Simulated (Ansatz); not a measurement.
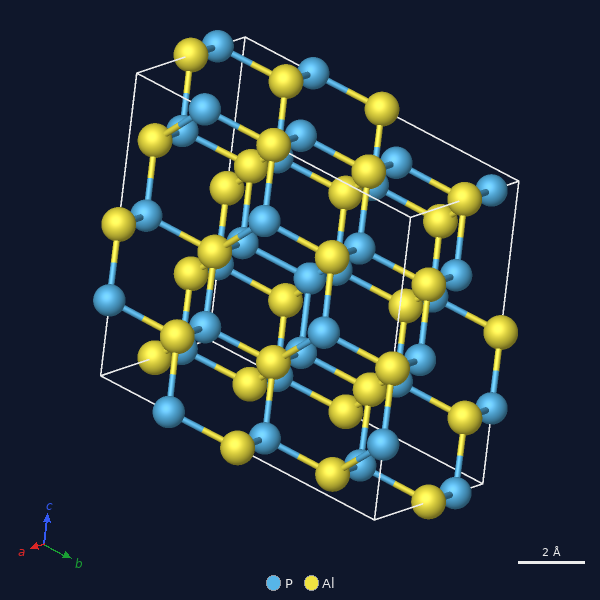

Ball-and-stick drawing of the structure, looking slightly off an axis. The wireframe shows the supercell. The host is AlP, in a cell of 32 sites, and the cell carries a charge of +1.

### What imperfection does the supercell contain?

Phosphorus on an aluminium site (an antisite). It is bonded to four P in a tetrahedral arrangement at about 2.3 Å.

Electronic-structure method: DFT PBE, scalar-relativistic, plane waves, PAW in Ansatz. Parameters: plane waves up to 420 eV, a 2×2×2 mesh of k-points, Gaussian smearing of 0.01 eV, collinear spins.

### Is there a net moment in the defective cell?

Yes, 0.5 μB in the cell.

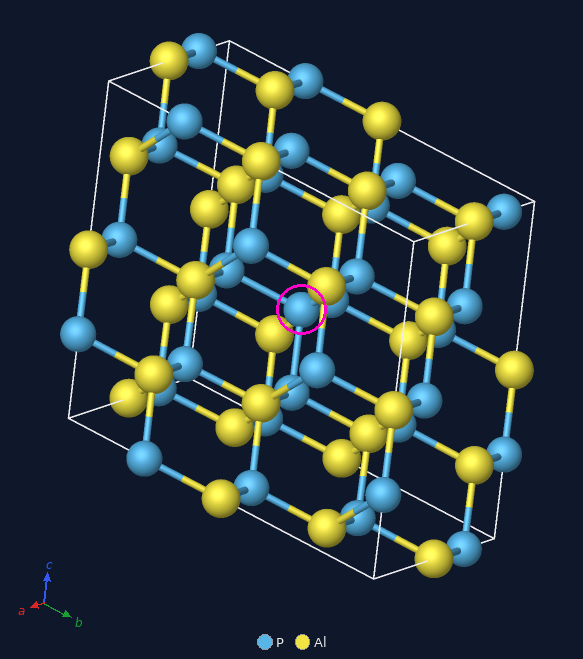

The same cell with a ring at the defect's site.

The atoms were relaxed in the host's cell with DFT PBE, scalar-relativistic, plane waves, PAW in Ansatz.
